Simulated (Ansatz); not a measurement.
## TiC: 6 runs along one coordinate

System: TiC (I4/mmm, 2 atoms in the cell).
Method: DFT PBEsol, scalar-relativistic, plane waves, PAW, no spin polarisation (Ansatz 0.2.0).

The 6 runs differ only in the geometry, by a strain of the cell at fixed fractional positions. Against run 4, the strain is εzz = η. The structure derives from an entry of the Crystallography Open Database.

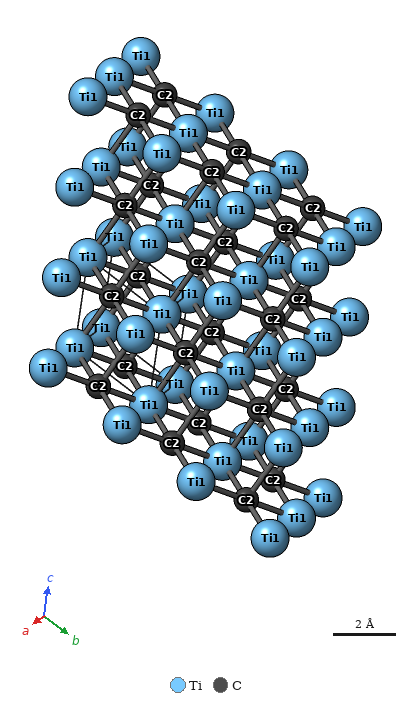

Figure 1. The structure of run 4 (ball-and-stick view of the reduced cell, repeated 2 × 3 × 3, seen slightly off an axis; atoms are numbered from 1 in the order of the input).

**Input of run 4**
```yaml
crystal:
  lattice:
    - [0.0, 2.164, 2.2181]
    - [2.164, 0.0, 2.2181]
    - [2.164, 2.164, 0.0]
  atoms:
    - { symbol: Ti, position: [0.0, 0.0, 0.0] }
    - { symbol: C, position: [0.5, 0.5, 0.5] }
basis:
  ecutwfc: 420
kpoints:
  mp_grid: { grid: [18, 18, 18] }
hamiltonian:
  xc: pbesol
scf:
  occupations: { method: gaussian, width: 0.15 }
output:
  forces: true
  stress: true
  eigenvalues: true
```

Command:
```bash
ansatz run input.yaml --threads 1 --pin off --max-ram 1228MiB --backend cpu --events-out ev --progress --plain --runs-dir out
```

Run 3 differs from it as follows:
```diff
-    - [0.0, 2.164, 2.2181]
-    - [2.164, 0.0, 2.2181]
+    - [0.0, 2.164, 2.0558]
+    - [2.164, 0.0, 2.0558]
```

**Results, with one run withheld**

```tsv
run	strain parameter η (%)	free energy per atom, from the lowest run given (meV)	pressure (GPa)
1	−12.1951	175.19	32.08
2	−9.7561	70.94	19.43
3	−7.3171	?	?
4	0.0000	0.00	−11.56
5	4.8780	77.36	−19.14
6	7.3171	128.70	−21.67
```

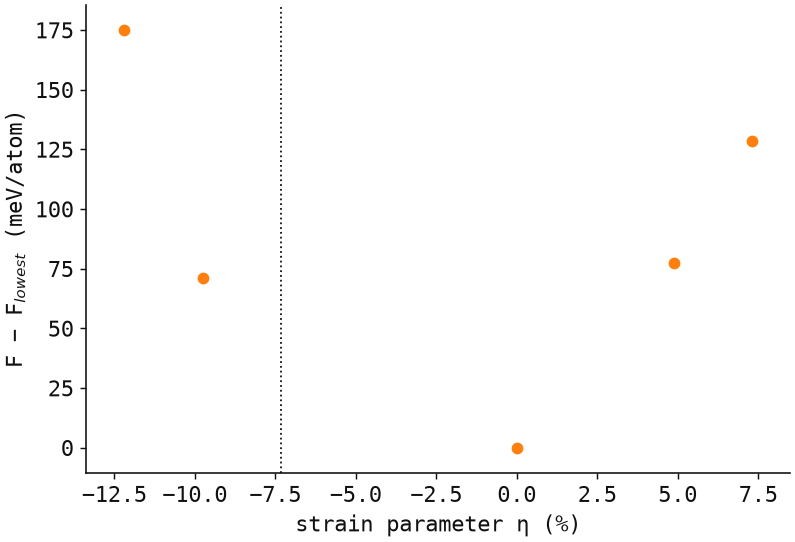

Figure 2. Free energy per atom of the runs given; the dotted line marks run 3.

Estimate the energy of run 3 from the others.

A cubic polynomial in the coordinate, fitted to the 5 runs given, misses them by at most 1.96 meV per atom. With x = η + 1.9512, it reads F = −19.01 + 5.9653 x + 1.7119 x² − 0.069846 x³ (meV per atom). At run 3 it gives 9.06 meV per atom, and the run itself gives 9.76. The fit has its minimum at η = −3.5392 %. So low a polynomial doesn't follow these energies more closely.

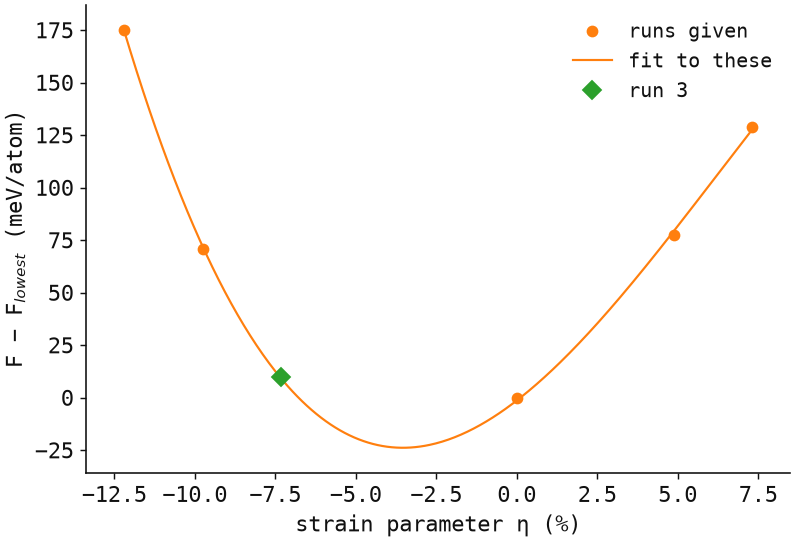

Figure 3. The fit and the withheld run.

**Output, shortened to warnings, some set-up lines, iterations and results (run 3)**
```
Basis set: ecut = 420 eV, 371 PW (Γ), exchange–correlation on 40×40×48 points (8 copies of the dense FFT grid, shifted against one another)
Symmetry: 16 space group operations
k-points: 480 of 5832
Initial density: superposition of atomic densities (neutral atoms: chi_scale 0, normalization atom), corrected by the library's trained network
[...]
SCF iter   1: F=—  HF=-2722.360727 eV  |F-HF|=—  |Δ(HF+E_count)|=         —  Δρ=1.07e-2  dr2=2.45e-2  ethr=1.77e-3  ⟨swp⟩=4.3  Hψ=28614  notcnv=0
SCF iter   2: F=—  HF=-2722.357030 eV  |F-HF|=—  |Δ(HF+E_count)|=   3.70e-3  Δρ=7.15e-3  dr2=1.20e-2  ethr=1.53e-4  ⟨swp⟩=1.0  Hψ=9600  notcnv=0
SCF iter   3: F=—  HF=-2722.354580 eV  |F-HF|=—  |Δ(HF+E_count)|=   2.45e-3  Δρ=6.55e-4  dr2=5.40e-5  ethr=7.50e-5  ⟨swp⟩=2.1  Hψ=7185  notcnv=0
SCF iter   4: F=—  HF=-2722.354563 eV  |F-HF|=—  |Δ(HF+E_count)|=   1.66e-5  Δρ=1.17e-4  dr2=1.07e-6  ethr=3.37e-7  ⟨swp⟩=3.0  Hψ=9656  notcnv=0
SCF iter   5: F=-2722.354564 eV  HF=-2722.354564 eV  |F-HF|=2.65e-9  |Δ(HF+E_count)|=   6.61e-7  Δρ=6.19e-6  dr2=4.97e-9  ethr=6.71e-9  ⟨swp⟩=2.3  Hψ=7167  notcnv=0
SCF iter   6: F=-2722.354564 eV  HF=-2722.354564 eV  |F-HF|=2.41e-11  |Δ(HF+E_count)|=  8.36e-10  Δρ=7.23e-7  dr2=6.42e-11  ethr=3.11e-11  ⟨swp⟩=1.6  Hψ=17783  notcnv=0
SCF 1 converged in 6 iterations: F = -2722.354564 eV  dr2 = 6.42e-11
SCF converged after 6 iterations
Free energy (F): -2722.354564 eV
Harris-Foulkes:  -2722.354564 eV  (|F-HF|=2.41e-11)
Internal energy: -2722.351391 eV  (E = F + TS)
E sigma→0 (E₀):  -2722.352978 eV
Entropy (-TS):   -0.003172 eV (-1.586 meV/atom)
Fermi energy:    15.529083 eV
--- Per-component energies (eV) ---
  E_band       = -95.924507
  E_kinetic    = 365.264365
  E_local      = -745.159576  (includes V_loc(G=0)·N_el)
  E_nonlocal   = 33.603145
  E_hartree    = 305.330586
  E_xc         = -147.307383
  E_vxc        = -184.720721  (∫ρ·V_xc dr)
  E_paw        = -1116.660022  (= ΣΔE_a)
  E_vpaw       = -175.573008  (= ΣTr[D̂ρ^β])
  E_aug_tail   = 0.000138  (compensation charges beyond the density's cutoff)
  E_ewald      = -1417.583129
  E_core_change = 0.160485  (= ΣΔE_core)
  E_smearing   = -0.003172  (= −TS)
  E_closure    = -0.000000  (closes the sum)
  Σ components = -2722.354564   (vs F -2722.354564, Δ=0.00e0)
--- Forces (eV/Å), atoms counted from 1 ---
  atom   1  Ti    -0.00000000     0.00000000     0.00000000
  atom   2  C      0.00000000     0.00000000     0.00000000
  max |Σ_I F_I| component: 2.37e-30 eV/Å
--- Stress (GPa, compression-positive) ---
        0.050330       0.000000       0.000000
        0.000000       0.050330      -0.000000
        0.000000       0.000000      27.090475
  P = ⅓ Tr σ = 9.0637 GPa (90.637 kbar)
```
